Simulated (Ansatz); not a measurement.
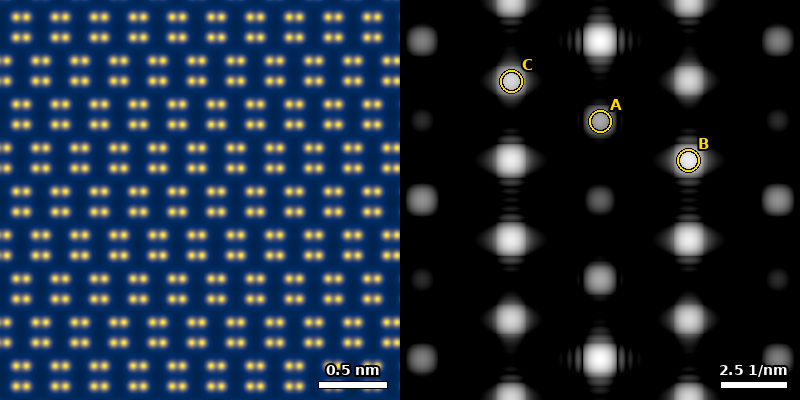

HAADF-like image of Ru (Ia-3, No. 206) along [210]. Simulated incoherent Z contrast: every atom adds Z^1.7 spread by a probe of 0.50 Å full width; channelling and multiple scattering are left out. The probe carries 25 % of its weight in a tail 2.5 times as wide. The display is stretched by a gamma of 0.8; percentages refer to the linear signal. Structure: the end point of a relaxation with DFT PBE, scalar-relativistic, plane waves, PAW in Ansatz 0.2.0; the starting structure was generated, so it need not be a known form of this composition.

The right panel is the modulus of the image's Fourier transform on a logarithmic scale.

a = 6.541 Å, b = 6.541 Å, c = 6.541 Å, α = 90.00°, β = 90.00°, γ = 90.00°

Q: Index the marked spots and give their plane spacings (the zone axis points at the viewer; indices equivalent by symmetry, or all signs reversed, are as good).

A: (002), d = 3.27 Å; B: (-1 2 1), d = 2.67 Å; C: (1 -2 3), d = 1.75 Å. A and B enclose 66°, and every spot obeys the zone law hu + kv + lw = 0 for [210].
